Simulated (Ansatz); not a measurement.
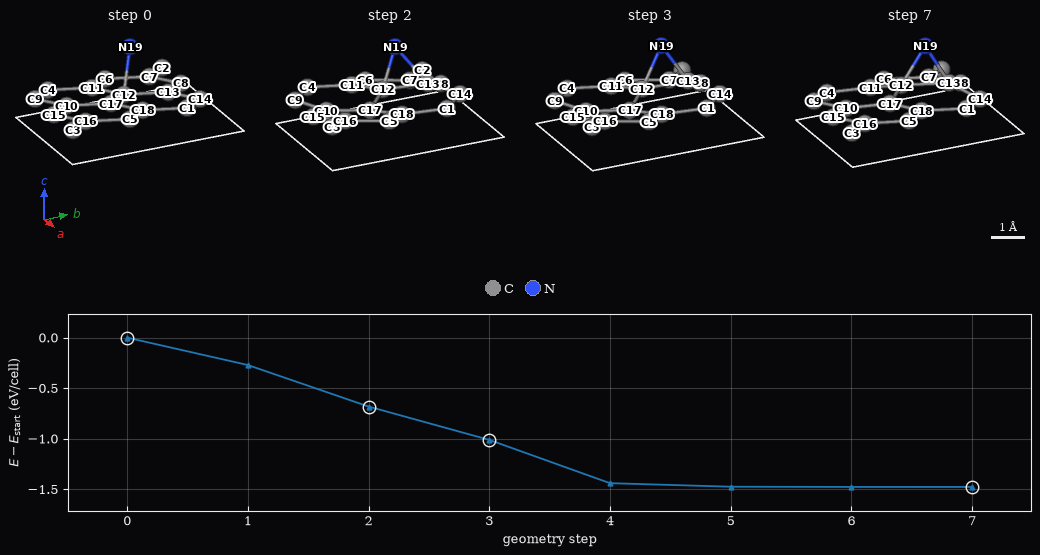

Frames of a relaxation of a slab of composition C18N, marked on the history of the run. A ball-and-stick model of the cell of the calculation, outlined in the plane, without the vacuum (origin shifted), seen slightly off an axis.

It is N on graphene monolayer, set down by a guess. The run prepares an end point of a later path (adatom hop) calculation, from a guessed geometry.

Computed with DFT LDA, scalar-relativistic, plane waves, PAW in Ansatz. (plane-wave cutoff 420 eV; k-point mesh 2 × 2 × 1; occupations gaussian; smearing width 0.05 eV; collinear spin; atoms relaxed in a fixed cell; force threshold 0.03 eV/Å; at most 60 steps)

> What happens along the run?

The atom that moves furthest relative to the layer's centre is N19 (0.49 Å within the plane). By element the largest moves are N 0.49 Å, C 0.31 Å. The cell doesn't change. Near-neighbour distances that change, for instance: C13–N19 1.887 → 1.433 Å, C11–N19 2.020 → 2.436 Å, C12–C13 1.424 → 1.533 Å, C12–N19 1.497 → 1.433 Å. New bonds form: C13–N19 (1.89 → 1.43 Å). Among the angles between lasting bonds that change: C11–C12–N19 87.5° → 114.7°, C13–C12–N19 80.4° → 57.7°, C17–C12–N19 102.2° → 114.7°. Over 7 geometry steps the energy falls by 1.477 eV per cell of the calculation. The largest force component goes from 1.9 to 0.0046 eV/Å. From step 0 to 2: C13 moves most (0.28 Å), energy −0.682 eV per cell of the calculation. From step 2 to 3: N19 moves most (0.20 Å), energy −0.330 eV per cell of the calculation. From step 3 to 7: C17 moves most (0.21 Å), energy −0.465 eV per cell of the calculation.

| step | E − E(0), meV/atom | largest force component, eV/Å |
| --- | --- | --- |
| 0 | 0.00 | 1.9340 |
| 1 | -14.27 | 0.9617 |
| 2 | -35.88 | 2.0557 |
| 3 | -53.25 | 2.4010 |
| 4 | -75.78 | 0.6568 |
| 5 | -77.63 | 0.1200 |
| 6 | -77.74 | 0.0359 |
| 7 | -77.75 | 0.0046 |

Limits of the set-up: the k-point mesh is coarse for a cell with partly filled bands; the periodic images lie only 7.4 Å apart, so the values are limited by the cell's size.
